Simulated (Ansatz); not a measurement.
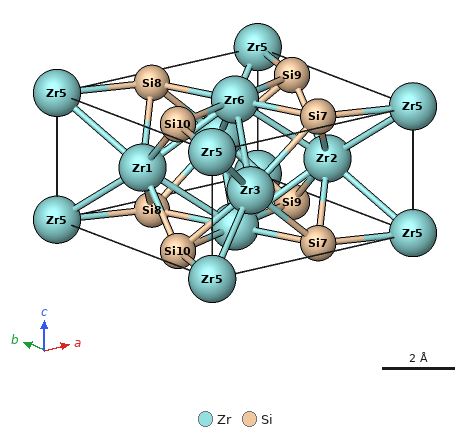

The starting structure (ball-and-stick view of the cell of the calculation, seen at an oblique angle; atoms are numbered from 1 in the order of the input). An atom can appear more than once, as a periodic image.

# Geometry relaxation of Zr$_{3}$Si$_{2}$ (part 1 of 2)

- system: Zr$_{3}$Si$_{2}$ (10 atoms in the cell)
- method: DFT LDA, scalar-relativistic, plane waves, PAW, no spin polarisation (Ansatz 0.2.0)

The structure derives from a Materials Project entry. Figures and captions count atoms from 1; the log counts them from 0 in places.

### Log
```
Engine: ansatz 0.2.0, x86_64-unknown-linux-gnu
Pseudopotentials: kind: paw
Pseudopotential: Zr, paw, valence charge 12, recommended cutoff 420 eV (normal), Zr.paw.azcp
Pseudopotential: Si, paw, valence charge 4, recommended cutoff 420 eV (normal), Si.paw.azcp
Functional definition: SPW92
  exchange = slater_x
  correlation = pw_c
Crystal: 10 atoms, lattice volume = 187.356 Å³
Basis set: ecut = 420 eV, 3673 PW (Γ)
Bands: 54, of which v1, the nominal top of the filled ones, is band 44 counted from 1 (43 counted from 0)
Symmetry: 16 space group operations
Space group: P4/mbm (ITA 127), of the structure as read, at distance tolerance 5.7e-5 Å
k-points: 60 of 360
Non-local potential: Zr, projectors of the file, l = 0: 3, l = 1: 2, l = 2: 2, l = 3: 2
Non-local potential: Si, projectors of the file, l = 0: 2, l = 1: 2, l = 2: 2
PAW form: soft (Blöchl's): semilocal exchange-correlation on the pseudo side does not see the compensation charge
PAW frozen core: Zr, regenerated for the run's functional, and the local potential with it (the file was generated under x = pbe(κ = 0.804, μ = 0.2195149727645171), c = pbe(β = 0.06672455060314922))
PAW frozen core: Si, regenerated for the run's functional, and the local potential with it (the file was generated under x = pbe(κ = 0.804, μ = 0.2195149727645171), c = pbe(β = 0.06672455060314922))
PAW one-centre angular grid: Zr, 590 points (default); XC on 64 Gauss nodes
PAW one-centre angular grid: Si, 110 points (default); XC on 64 Gauss nodes
Initial density: superposition of atomic densities (neutral atoms: chi_scale 0, normalization atom), corrected by the library's trained network
Initial wavefunctions: pseudopotential atomic-orbital guess
Functional: x = slater, c = lda
SCF iter   1: F=—  HF=-26908.809035 eV  |F-HF|=—  |Δ(HF+E_count)|=         —  Δρ=5.39e-3  dr2=3.33e-2  ethr=1.77e-3  ⟨swp⟩=6.1  Hψ=13323  notcnv=0
preconditioner: auto → Kerker (q_TF=auto, 2.405 Å⁻¹)  [metal: Δε(μ)=0.010 eV  Ē_g=4.951 eV  σ=0.100 eV  W_gap=0.06  n_scr=38 (ndim 8)  ℏωp=17.2 eV  f_vac=0.000  D(μ)=8.05/eV (n_scr^D=70)]
SCF iter   2: F=—  HF=-26908.803362 eV  |F-HF|=—  |Δ(HF+E_count)|=   5.67e-3  Δρ=2.93e-3  dr2=9.05e-3  ethr=3.78e-5  ⟨swp⟩=2.0  Hψ=5135  notcnv=0  defer=1
SCF iter   3: F=—  HF=-26908.802117 eV  |F-HF|=—  |Δ(HF+E_count)|=   1.25e-3  Δρ=7.36e-4  dr2=1.32e-3  ethr=1.03e-5  ⟨swp⟩=2.9  Hψ=5651  notcnv=0  defer=1
SCF iter   4: F=—  HF=-26908.801915 eV  |F-HF|=—  |Δ(HF+E_count)|=   2.02e-4  Δρ=1.51e-4  dr2=3.71e-5  ethr=1.50e-6  ⟨swp⟩=2.0  Hψ=3726  notcnv=0  defer=1
SCF iter   5: F=—  HF=-26908.801906 eV  |F-HF|=—  |Δ(HF+E_count)|=   8.54e-6  Δρ=2.45e-5  dr2=1.85e-6  ethr=4.21e-8  ⟨swp⟩=2.1  Hψ=4427  notcnv=0  defer=1
SCF iter   6: F=-26908.801906 eV  HF=-26908.801906 eV  |F-HF|=3.52e-8  |Δ(HF+E_count)|=   2.82e-7  Δρ=5.35e-6  dr2=6.60e-8  ethr=1.14e-10  ⟨swp⟩=11.9  Hψ=22582  notcnv=0
SCF 1 converged in 6 iterations: F = -26908.801906 eV  dr2 = 6.60e-8
  greatest PAW one-centre occupation: 0.998 electrons in one spin orbital (limit 2), on the Zr atom at site 4 (counted from 0), in its partial waves of l = 0
relax step   1: F+E_penalty+E_count = -26908.80190579 eV  Δ(F+E_penalty+E_count) = +0.000e0 eV  max|allowed force component| = 7.200e-2 eV/Å  Δτ_max = 0.0000 Å  P = -6.618 GPa  Ω = 187.356 Å³  (6 SCF iters, dr2 threshold 1.00e-7 eV, accepted)
Crystal: 10 atoms, lattice volume = 166.997 Å³
Basis set: ecut = 420 eV, 3247 PW (Γ)
Initial density: handed on by an earlier stage of this run
Initial wavefunctions: those handed on with the density
iter 1 solved again at ethr=3.86e-5 eV; its pass at ethr=3.10e-3 eV (dr2=3.40e-2 eV) is discarded
SCF iter   1: F=—  HF=-26908.646714 eV  |F-HF|=—  |Δ(HF+E_count)|=         —  Δρ=3.49e-3  dr2=3.49e-2  ethr=3.86e-5  ⟨swp⟩=2.3  Hψ=17017  notcnv=0
preconditioner: auto → Kerker (q_TF=auto, 2.452 Å⁻¹)  [metal: Δε(μ)=0.007 eV  Ē_g=5.319 eV  σ=0.100 eV  W_gap=0.04  n_scr=38 (ndim 8)  ℏωp=18.2 eV  f_vac=0.000  D(μ)=6.42/eV (n_scr^D=50)]
SCF iter   2: F=—  HF=-26908.636559 eV  |F-HF|=—  |Δ(HF+E_count)|=   1.02e-2  Δρ=2.09e-3  dr2=1.31e-2  ethr=3.86e-5  ⟨swp⟩=1.0  Hψ=3240  notcnv=0
SCF iter   3: F=—  HF=-26908.631171 eV  |F-HF|=—  |Δ(HF+E_count)|=   5.39e-3  Δρ=2.84e-4  dr2=2.38e-4  ethr=1.49e-5  ⟨swp⟩=2.0  Hψ=4417  notcnv=0
SCF iter   4: F=—  HF=-26908.631090 eV  |F-HF|=—  |Δ(HF+E_count)|=   8.15e-5  Δρ=8.62e-5  dr2=2.09e-5  ethr=2.70e-7  ⟨swp⟩=2.1  Hψ=4768  notcnv=0
SCF iter   5: F=—  HF=-26908.631083 eV  |F-HF|=—  |Δ(HF+E_count)|=   6.14e-6  Δρ=2.54e-5  dr2=2.25e-6  ethr=2.38e-8  ⟨swp⟩=2.2  Hψ=5785  notcnv=0
SCF iter   6: F=-26908.631083 eV  HF=-26908.631083 eV  |F-HF|=1.27e-8  |Δ(HF+E_count)|=   4.41e-7  Δρ=4.72e-6  dr2=3.64e-8  ethr=1.14e-9  ⟨swp⟩=11.1  Hψ=22481  notcnv=0
SCF 2 converged in 6 iterations: F = -26908.631083 eV  dr2 = 3.64e-8
  greatest PAW one-centre occupation: 0.998 electrons in one spin orbital (limit 2), on the Zr atom at site 5 (counted from 0), in its partial waves of l = 0
relax step   2: F+E_penalty+E_count = -26908.63108304 eV  Δ(F+E_penalty+E_count) = +1.708e-1 eV  max|allowed force component| = 2.517e-1 eV/Å  Δτ_max = 0.0267 Å  P = +11.058 GPa  Ω = 166.997 Å³  energy of the carried Pulay correction = +4.665e-3 eV  (6 SCF iters, dr2 threshold 1.00e-6 eV, rejected (line search))
Crystal: 10 atoms, lattice volume = 179.088 Å³
Basis set: ecut = 420 eV, 3489 PW (Γ)
iter 1 solved again at ethr=1.91e-5 eV; its pass at ethr=3.10e-3 eV (dr2=1.68e-2 eV) is discarded
SCF iter   1: F=—  HF=-26909.013481 eV  |F-HF|=—  |Δ(HF+E_count)|=         —  Δρ=2.26e-3  dr2=1.71e-2  ethr=1.91e-5  ⟨swp⟩=1.9  Hψ=15537  notcnv=0
preconditioner: auto → Kerker (q_TF=auto, 2.424 Å⁻¹)  [metal: Δε(μ)=0.014 eV  Ē_g=5.098 eV  σ=0.100 eV  W_gap=0.08  n_scr=38 (ndim 8)  ℏωp=17.5 eV  f_vac=0.000  D(μ)=6.87/eV (n_scr^D=50)]
SCF iter   2: F=—  HF=-26909.008770 eV  |F-HF|=—  |Δ(HF+E_count)|=   4.71e-3  Δρ=1.36e-3  dr2=6.33e-3  ethr=1.91e-5  ⟨swp⟩=1.0  Hψ=3240  notcnv=0
SCF iter   3: F=—  HF=-26909.006359 eV  |F-HF|=—  |Δ(HF+E_count)|=   2.41e-3  Δρ=2.13e-4  dr2=1.55e-4  ethr=7.19e-6  ⟨swp⟩=2.0  Hψ=4364  notcnv=0
SCF iter   4: F=—  HF=-26909.006322 eV  |F-HF|=—  |Δ(HF+E_count)|=   3.72e-5  Δρ=6.62e-5  dr2=1.25e-5  ethr=1.76e-7  ⟨swp⟩=2.2  Hψ=4378  notcnv=0
SCF iter   5: F=—  HF=-26909.006324 eV  |F-HF|=—  |Δ(HF+E_count)|=   2.32e-6  Δρ=1.81e-5  dr2=1.25e-6  ethr=1.42e-8  ⟨swp⟩=2.0  Hψ=4310  notcnv=0
SCF iter   6: F=—  HF=-26909.006322 eV  |F-HF|=—  |Δ(HF+E_count)|=   2.09e-6  Δρ=3.46e-6  dr2=2.17e-8  ethr=1.43e-9  ⟨swp⟩=2.0  Hψ=4029  notcnv=0
SCF iter   7: F=—  HF=-26909.006322 eV  |F-HF|=—  |Δ(HF+E_count)|=   3.28e-9  Δρ=5.58e-7  dr2=5.83e-10  ethr=2.46e-11  ⟨swp⟩=2.2  Hψ=5653  notcnv=0
SCF iter   8: F=-26909.006322 eV  HF=-26909.006322 eV  |F-HF|=2.18e-11  |Δ(HF+E_count)|=  1.24e-10  Δρ=1.04e-7  dr2=2.69e-11  ethr=1.00e-12  ⟨swp⟩=7.0  Hψ=15325  notcnv=0
the search or the solves at the SCF's close seem to have found levels that the self-consistency loop had missed (the run counts 1). By its estimate they hold under 1e-12 electrons; where the run keeps them, the occupations were computed again with them
SCF 3 converged in 8 iterations: F = -26909.006322 eV  dr2 = 2.69e-11
relax step   3: F+E_penalty+E_count = -26909.00632239 eV  Δ(F+E_penalty+E_count) = -2.044e-1 eV  max|allowed force component| = 5.064e-3 eV/Å  Δτ_max = 0.0062 Å  P = -0.746 GPa  Ω = 179.088 Å³  energy of the carried Pulay correction = +1.832e-3 eV  (8 SCF iters, accepted)
Crystal: 10 atoms, lattice volume = 178.140 Å³
Basis set: ecut = 420 eV, 3465 PW (Γ)
iter 1 solved again at ethr=1.24e-7 eV; its pass at ethr=3.10e-3 eV (dr2=1.09e-4 eV) is discarded
SCF iter   1: F=—  HF=-26909.008840 eV  |F-HF|=—  |Δ(HF+E_count)|=         —  Δρ=2.11e-4  dr2=1.22e-4  ethr=1.24e-7  ⟨swp⟩=2.3  Hψ=14539  notcnv=0
preconditioner: auto → Kerker (q_TF=auto, 2.426 Å⁻¹)  [metal: Δε(μ)=0.009 eV  Ē_g=5.122 eV  σ=0.100 eV  W_gap=0.05  n_scr=38 (ndim 8)  ℏωp=17.6 eV  f_vac=0.000  D(μ)=6.88/eV (n_scr^D=50)]
SCF iter   2: F=—  HF=-26909.008810 eV  |F-HF|=—  |Δ(HF+E_count)|=   3.00e-5  Δρ=1.25e-4  dr2=4.68e-5  ethr=1.24e-7  ⟨swp⟩=1.1  Hψ=3260  notcnv=0
SCF iter   3: F=—  HF=-26909.008792 eV  |F-HF|=—  |Δ(HF+E_count)|=   1.77e-5  Δρ=1.99e-5  dr2=1.58e-6  ethr=5.31e-8  ⟨swp⟩=2.0  Hψ=4379  notcnv=0
SCF iter   4: F=-26909.008791 eV  HF=-26909.008792 eV  |F-HF|=9.37e-8  |Δ(HF+E_count)|=   3.98e-7  Δρ=7.93e-6  dr2=1.62e-7  ethr=1.14e-9  ⟨swp⟩=10.2  Hψ=21357  notcnv=0
SCF 4 converged in 4 iterations: F = -26909.008791 eV  dr2 = 1.62e-7
relax step   4: F+E_penalty+E_count = -26909.00879145 eV  Δ(F+E_penalty+E_count) = -2.469e-3 eV  max|allowed force component| = 5.380e-3 eV/Å  Δτ_max = 0.0014 Å  P = +0.011 GPa  Ω = 178.140 Å³  energy of the carried Pulay correction = +2.047e-3 eV  (4 SCF iters, dr2 threshold 1.00e-6 eV, accepted)
Crystal: 10 atoms, lattice volume = 178.158 Å³
iter 1 solved again at ethr=2.71e-9 eV; its pass at ethr=3.10e-3 eV (dr2=2.39e-6 eV) is discarded
SCF iter   1: F=—  HF=-26909.008799 eV  |F-HF|=—  |Δ(HF+E_count)|=         —  Δρ=3.13e-5  dr2=2.64e-6  ethr=2.71e-9  ⟨swp⟩=2.5  Hψ=14414  notcnv=0
preconditioner: auto → Kerker (q_TF=auto, 2.426 Å⁻¹)  [metal: Δε(μ)=0.011 eV  Ē_g=5.122 eV  σ=0.100 eV  W_gap=0.06  n_scr=38 (ndim 8)  ℏωp=17.6 eV  f_vac=0.000  D(μ)=6.90/eV (n_scr^D=50)]
SCF iter   2: F=—  HF=-26909.008799 eV  |F-HF|=—  |Δ(HF+E_count)|=   5.33e-7  Δρ=1.68e-5  dr2=6.68e-7  ethr=2.71e-9  ⟨swp⟩=2.0  Hψ=3893  notcnv=0
SCF iter   3: F=—  HF=-26909.008799 eV  |F-HF|=—  |Δ(HF+E_count)|=   1.95e-7  Δρ=4.20e-6  dr2=4.71e-8  ethr=7.59e-10  ⟨swp⟩=2.0  Hψ=4259  notcnv=0
SCF iter   4: F=-26909.008799 eV  HF=-26909.008799 eV  |F-HF|=2.91e-10  |Δ(HF+E_count)|=   1.34e-8  Δρ=7.95e-7  dr2=1.02e-9  ethr=2.06e-12  ⟨swp⟩=5.5  Hψ=18474  notcnv=0
SCF 5 converged in 4 iterations: F = -26909.008799 eV  dr2 = 1.02e-9
relax step   5: F+E_penalty+E_count = -26909.00879864 eV  Δ(F+E_penalty+E_count) = -7.182e-6 eV  max|allowed force component| = 3.280e-3 eV/Å  Δτ_max = 0.0002 Å  P = +0.000 GPa  Ω = 178.158 Å³  energy of the carried Pulay correction = +2.043e-3 eV  (4 SCF iters, dr2 threshold 1.81e-9 eV, accepted)
Initial wavefunctions: pseudopotential atomic-orbital guess (no wavefunctions were taken with the density)
iter 1 solved again at ethr=3.09e-7 eV; its pass at ethr=3.10e-3 eV (dr2=2.72e-4 eV) is discarded
SCF iter   1: F=—  HF=-26909.007185 eV  |F-HF|=—  |Δ(HF+E_count)|=         —  Δρ=3.99e-5  dr2=2.90e-7  ethr=3.09e-7  ⟨swp⟩=3.0  Hψ=21290  notcnv=0
eigensolver tolerance schedule: the retry pair's looser diagonalisation over-reported the residual by 936.13 of it (diagonalisation noise at 0.10 of the residual, at the tolerance the schedule requests for it); recorded, not acted on — ethr = c·dr2/N_el stays at c = 1.0e-1
SCF iter   2: F=—  HF=-26909.007184 eV  |F-HF|=—  |Δ(HF+E_count)|=   1.19e-6  Δρ=2.13e-5  dr2=8.15e-8  ethr=3.29e-10  ⟨swp⟩=2.1  Hψ=5184  notcnv=0
SCF iter   3: F=—  HF=-26909.007184 eV  |F-HF|=—  |Δ(HF+E_count)|=   2.11e-7  Δρ=4.19e-7  dr2=3.29e-10  ethr=9.26e-11  ⟨swp⟩=2.0  Hψ=4710  notcnv=0
SCF iter   4: F=-26909.007184 eV  HF=-26909.007184 eV  |F-HF|=1.82e-11  |Δ(HF+E_count)|=  5.46e-11  Δρ=1.84e-7  dr2=3.62e-11  ethr=1.00e-12  ⟨swp⟩=8.4  Hψ=16042  notcnv=0
SCF 6 converged in 4 iterations: F = -26909.007184 eV  dr2 = 3.62e-11
relax step   6: F+E_penalty+E_count = -26909.00718416 eV  Δ(F+E_penalty+E_count) = +1.614e-3 eV  max|allowed force component| = 3.200e-3 eV/Å  Δτ_max = 0.0000 Å  P = -0.013 GPa  Ω = 178.158 Å³  stress off target by 1.80e-2 GPa  SCF on the basis re-selected at this cell (its energy is not comparable with the rows above)  (4 SCF iters)
```

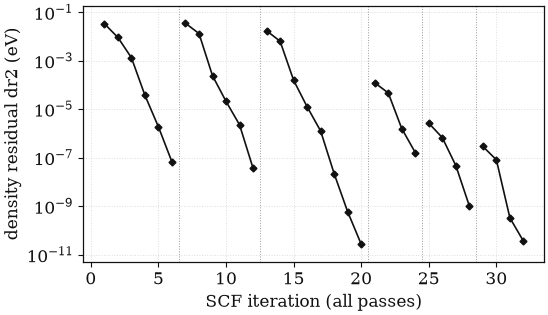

Convergence of the self-consistent field: density residual dr2 against the SCF iteration. The dotted lines part the SCF passes of the relaxation: geometry steps, rejected trials and re-solves on a re-selected basis. The 6 passes take 4 to 8 iterations each, 32 in all.

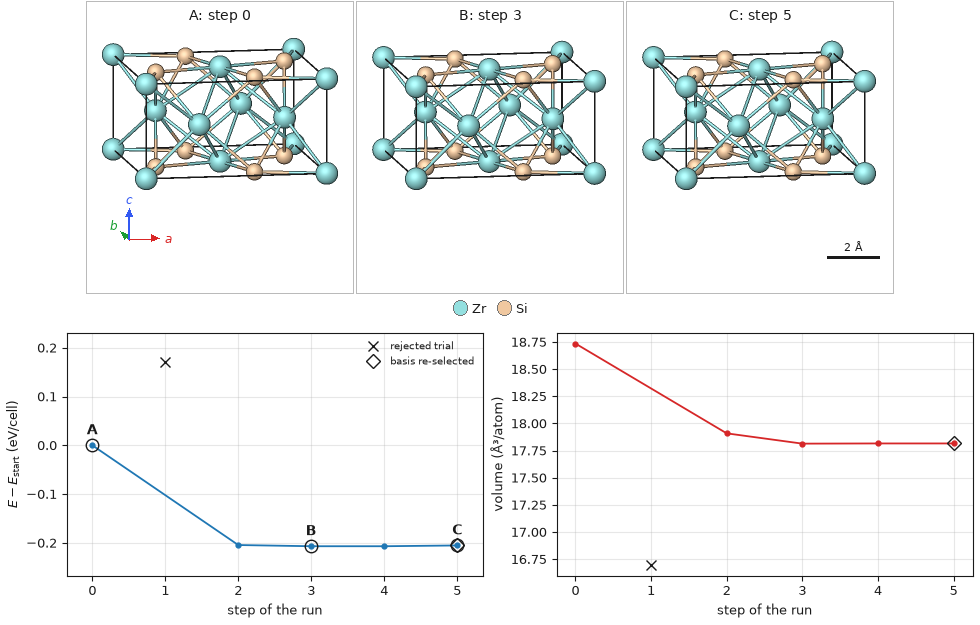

Frames of the relaxation (ball-and-stick view of the cell of the calculation, seen slightly off an axis) above the curves, on which the letters mark them (the first geometry is step 0 here and step 1 in the log).

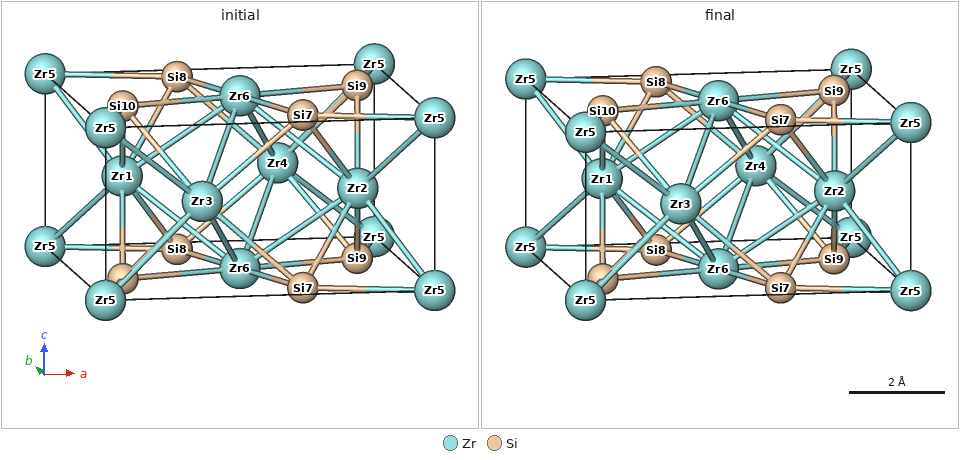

Before (left) and after (right) the relaxation, at one scale (ball-and-stick view of the cell of the calculation, seen slightly off an axis). Over 4 geometry steps the energy falls by 0.207 eV per cell of the calculation. Largest force component: 0.072 eV/Å at the start, 0.0032 eV/Å at the end. Pressure: −6.62 GPa at the start and −0.01 GPa at the end. The line search rejected the trial step at point 1 (counted from 0) and went back. The largest moves relative to the cell, 0.008 Å, are those of Zr1, Zr2, Zr3 and Zr4. By element the largest moves are Zr 0.008 Å, Si 0.004 Å. The drawn cell changes as follows: a = b 7.103 → 7.020 Å (−1.2 %), c 3.714 → 3.616 Å (−2.6 %); the volume changes by −4.9 %. Among the contacts that change: Zr1–Si8 2.766 → 2.706 Å, Zr1–Zr5 3.215 → 3.160 Å, Zr1–Si10 2.829 → 2.785 Å, Zr5–Si10 2.822 → 2.787 Å. The space group stays P4/mbm (No. 127). A last SCF at the same geometry on a re-selected plane-wave basis shifts the energy by +1.6 meV per cell of the calculation. (Atoms are counted from 1 in the order of the input.)

```
basis re-selected at this cell: Δ(F+E_penalty+E_count) = +1.614e-3 eV, ΔP = -0.013 GPa vs the last step (what re-selecting the basis moved, of the pressure what is left beyond the Pulay correction that the steps carried, after the strain that the cell walked since its last selection, with what the two solves' SCF thresholds leave and, on support functions, any second-order correction that the steps lacked; it is no measure of the basis error at this ecutwfc). This SCF's stress stands 1.80e-2 GPa from its target on what of the cell is left free (relax.cell.stress_tol is 5.00e-2 GPa) and its largest allowed force component is 3.20e-3 eV/Å (relax.f_tol is 5.00e-3 eV/Å): within both
SCF converged after 4 iterations
Free energy (F): -26909.007184 eV
Harris-Foulkes:  -26909.007184 eV  (|F-HF|=1.82e-11)
Internal energy: -26908.972694 eV  (E = F + TS)
E sigma→0 (E₀):  -26908.989939 eV
Entropy (-TS):   -0.034491 eV (-3.449 meV/atom)
Fermi energy:    13.820559 eV
```
